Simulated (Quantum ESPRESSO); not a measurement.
## Energy of PbO along an even scaling of the cell

System: PbO (P4/nmm, 4 atoms in the cell).
Method: Kohn-Sham DFT of a periodic cell, PBEsol, GBRV 1.5 PBEsol, no spin polarisation (Quantum ESPRESSO 7.5).

The 7 runs differ only in the geometry, by an even scaling of the cell at fixed fractional positions. The structure derives from an entry of the Crystallography Open Database.

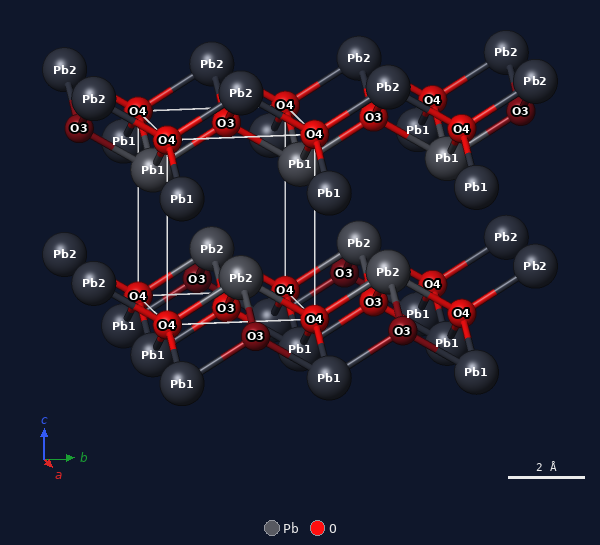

Figure 1. The structure of run 4 (ball-and-stick view of the cell of the calculation, repeated 1 × 2 × 1, seen slightly off an axis; neighbours outside the cell are drawn fainter; atoms are numbered from 1 in the order of the input). An atom can appear more than once, as a periodic image.

## The input of run 4
```
&CONTROL
  calculation = 'scf'
  prefix = 'pwscf'
  outdir = './tmp'
  pseudo_dir = './pseudo'
  tprnfor = .true.
  tstress = .true.
  disk_io = 'low'
/
&SYSTEM
  ibrav = 0
  celldm(1) = 8
  nat = 4
  ntyp = 2
  ecutwfc = 45
  ecutrho = 360
  nbnd = 28
  occupations = 'smearing'
  smearing = 'fd'
  degauss = 0.00367493
/
&ELECTRONS
  conv_thr = 8d-10
  electron_maxstep = 120
  mixing_beta = 0.5
/
ATOMIC_SPECIES
Pb   207.2000 pb_pbesol_v1.uspp.F.UPF
O     15.9990 o_pbesol_v1.2.uspp.F.UPF
CELL_PARAMETERS alat
  0.9425009046571   0.0000000000000   0.0000000000000
  0.0000000000000   0.9425009046571   0.0000000000000
  0.0000000000000   0.0000000000000   1.1834409855469
ATOMIC_POSITIONS crystal
Pb     0.5000000000    0.0000000000    0.7600000000
Pb     0.0000000000    0.5000000000    0.2400000000
O      0.5000000000    0.5000000000    0.0000000000
O      0.0000000000    0.0000000000    0.0000000000
K_POINTS automatic
7 7 6 0 0 0
```

## File pp_density.in of run 4
```
&INPUTPP
  prefix = 'pwscf'
  outdir = './tmp'
  filplot = 'density.dat'
  plot_num = 0
/
&PLOT
  nfile = 1
  filepp(1) = 'density.dat'
  iflag = 3
  output_format = 6
  fileout = 'density.cube'
/
```

## File pp_potential.in of run 4
```
&INPUTPP
  prefix = 'pwscf'
  outdir = './tmp'
  filplot = 'potential.dat'
  plot_num = 11
/
&PLOT
  nfile = 1
  filepp(1) = 'potential.dat'
  iflag = 3
  output_format = 6
  fileout = 'potential.cube'
/
```

Command:
```bash
OMP_NUM_THREADS=1 mpirun -n 2 pw.x -nk 2 -in pw.in > pw.out
OMP_NUM_THREADS=1 mpirun -n 1 pp.x -in pp_density.in > pp_density.out
OMP_NUM_THREADS=1 mpirun -n 1 pp.x -in pp_potential.in > pp_potential.out
```

Lattice vectors (Å) and fractional positions of run 4:
```
   3.990000    0.000000    0.000000
   0.000000    3.990000    0.000000
   0.000000    0.000000    5.010000
Pb  0.500000  0.000000  0.760000
Pb  0.000000  0.500000  0.240000
O   0.500000  0.500000  0.000000
O   0.000000  0.000000  0.000000
```

Run 6 has the same physical settings and fractional positions; its lattice vectors (Å) are:
```
   4.042506    0.000000    0.000000
   0.000000    4.042506    0.000000
   0.000000    0.000000    5.075929
```

## Results, with one run withheld

| run | volume per atom (Å³) | free energy per atom, from the lowest run given (meV) | pressure (GPa) | gap on the mesh (eV) |
| --- | --- | --- | --- | --- |
| 1 | 18.744 | 12.30 | 4.40 | 1.27 |
| 2 | 19.142 | 3.68 | 2.31 | 1.31 |
| 3 | 19.541 | 0.00 | 0.44 | 1.34 |
| 4 | 19.940 | 0.72 | −1.23 | 1.38 |
| 5 | 20.339 | 5.39 | −2.72 | 1.40 |
| 6 | 20.738 | ? | ? | ? |
| 7 | 21.136 | 24.91 | −5.25 | 1.45 |

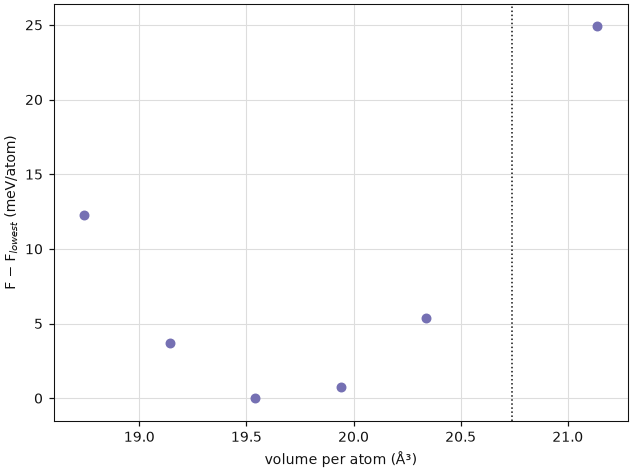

Figure 2. Free energy per atom of the runs given; the dotted line marks run 6.

Fit the runs given and predict run 6.

A cubic polynomial in V^(−2/3) (the Birch–Murnaghan form), fitted to the 6 runs given, misses them by at most 0.01 meV per atom. With x = V^(−2/3) − 0.13672 Å⁻², it reads F = −0.067118 − 635.4 x + 6.1578e+05 x² + 1.2693e+06 x³ (meV per atom). At run 6 it gives 13.59 meV per atom, and the run itself gives 13.57. The slope of the fit gives a pressure −dF/dV of −3.95 GPa there, and the run prints −4.06 GPa. The two needn't agree exactly: the fit is approximate, and the printed stress is taken on a finite basis. The fit has its minimum at 19.670 Å³ per atom, where V d²F/dV² gives 84.2 GPa. Cell shape and fractional positions are held, so this is the stiffness under even scaling; the relaxed bulk modulus wasn't computed and can be far lower in a crystal of layers, chains or molecules like this one. The gap on the mesh goes, without turning, from 1.27 eV in run 1 to 1.45 eV in run 7; run 6 has 1.43 eV. These are gaps of this functional on this mesh, which can miss the band edges; they aren't the measured gap.

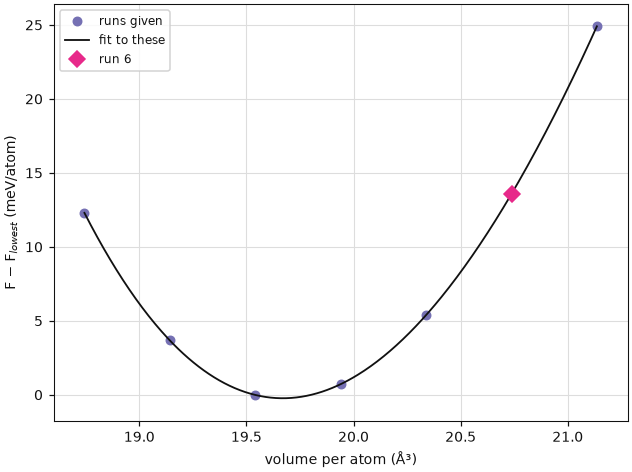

Figure 3. The fit and the withheld run.

## Some lines of the output (run 6)
```
[...]
     total energy              =    -392.26446499 Ry
     total energy              =    -392.26571792 Ry
     total energy              =    -392.26604117 Ry
     total energy              =    -392.26613272 Ry
     total energy              =    -392.26612265 Ry
     total energy              =    -392.26613248 Ry
     total energy              =    -392.26613292 Ry
     total energy              =    -392.26613309 Ry
     total energy              =    -392.26613310 Ry
     the Fermi energy is     8.6392 ev
!    total energy              =    -392.26613310 Ry
     The total energy is F=E-TS. E is the sum of the following terms:
     Computing stress (Cartesian axis) and pressure
          total   stress  (Ry/bohr**3)                   (kbar)     P=      -40.55
```

Notes on the run: negative rho. Spin–orbit coupling is left out, which matters for Pb.
